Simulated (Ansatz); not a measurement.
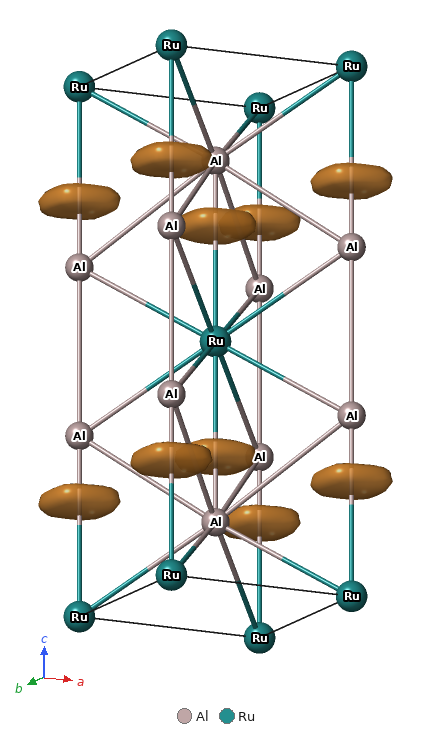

*Al₂Ru. Isosurface of the electron localisation function at 0.65 (orange), seen at an oblique angle. Only the valence region is drawn (cores and ρ < 0.01 e/Å³ removed). Sticks mark near contacts.*

Space group I4/mmm; a structure from a database of computed crystals, not necessarily the ambient phase; computed without spin polarisation.

The calculation used Ansatz, DFT PBEsol, scalar-relativistic, plane waves, PAW.

Core electrons are frozen (PAW), and the valence fields are smoothed inside the atomic spheres.

The calculation's input:

```
crystal:
  lattice:
    - [-1.5606788823, 1.5606788823, 4.2115520751]
    - [1.5606788823, -1.5606788823, 4.2115520751]
    - [1.5606788823, 1.5606788823, -4.2115520751]
  atoms:
    - { symbol: Al, position: [0.6590760825, 0.6590760825, 0.0] }
    - { symbol: Al, position: [0.3409239175, 0.3409239175, 0.0] }
    - { symbol: Ru, position: [0.0, 0.0, 0.0] }
basis:
  ecutwfc: 420
kpoints:
  mp_grid: { grid: [18, 18, 18] }
hamiltonian:
  xc: pbesol
scf:
  occupations: { method: fermi_dirac, width: 0.15 }
output:
  forces: true
  stress: true
  eigenvalues: true
  write_density: true
  write_potential: true
  elf: true
  volumetric_format: npy
relax:
  adjacent_minimum: "off"
  f_tol: 0.001
  max_steps: 60
  cell: { stress_tol: 0.01 }
```

Launched as:

```sh
ansatz run input.yaml --threads 1 --pin off --max-ram 3072MiB --backend cpu --events-out ev --progress --plain --runs-dir out
```

Below, planes, directions and counts refer to the conventional cell (a = 3.12 Å, b = 3.12 Å, c = 8.41 Å, α = 90.00°, β = 90.00°, γ = 90.00°).

The fields are those of the run's last geometry, not of the input's.

Where are the electrons localised?

Answer. The surface consists of four lobes of the valence shell of Al pointing towards Ru (polar bonds), counted in one cell of 6 atoms. Regions shared between cells count once. Along the contacts the grid gives the following. Al–Ru (2.58 Å): the ELF is about 0.40 at the midpoint. Al–Al (2.67 Å): the ELF is about 0.50 at the midpoint.
